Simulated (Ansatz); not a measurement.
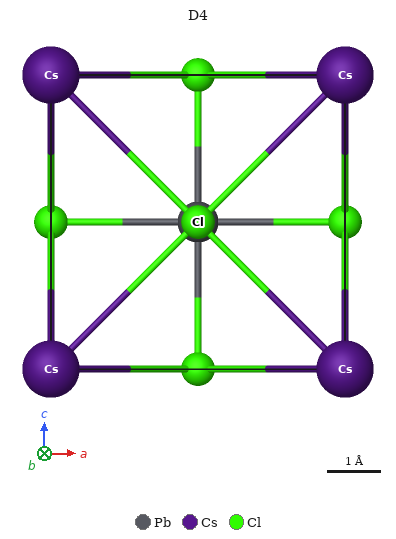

Solid CsPbCl3 (set up in Pm-3m), relaxed (cell and atoms) with several dispersion corrections. The picture shows the result with D4. Style: ball-and-stick. Shown: the cell of the calculation, along the b axis.

Computed with Ansatz 0.2.0: r2SCAN, Ansatz PAW. (plane-wave cutoff 500 eV; k-point mesh 5 × 5 × 5; occupations fermi-dirac; smearing width 0.05 eV; no spin polarisation; cell and atoms relaxed; force threshold 0.01 eV/Å)

```json
{"dispersion correction": "D4", "volume (Å³/atom)": "36.094", "a (Å)": "5.651"}
{"dispersion correction": "D3(BJ)", "volume (Å³/atom)": "35.896", "a (Å)": "5.641"}
{"dispersion correction": "rVV10", "volume (Å³/atom)": "35.593", "a (Å)": "5.625"}
{"dispersion correction": "D3(BJ)-ATM", "volume (Å³/atom)": "?", "a (Å)": "?"}
{"dispersion correction": "none", "volume (Å³/atom)": "36.459", "a (Å)": "5.670"}
```

Q: Fill in the missing row.

A: With D3(BJ)-ATM the volume falls between D3(BJ) (35.896) and D4 (36.094). The calculation gives 35.995 Å³/atom (a = 5.646 Å). In order of volume: rVV10 < D3(BJ) < D3(BJ)-ATM < D4 < none; the spread is 2.4 %.

Each member starts from this one structure; whether another phase lies lower wasn't checked.
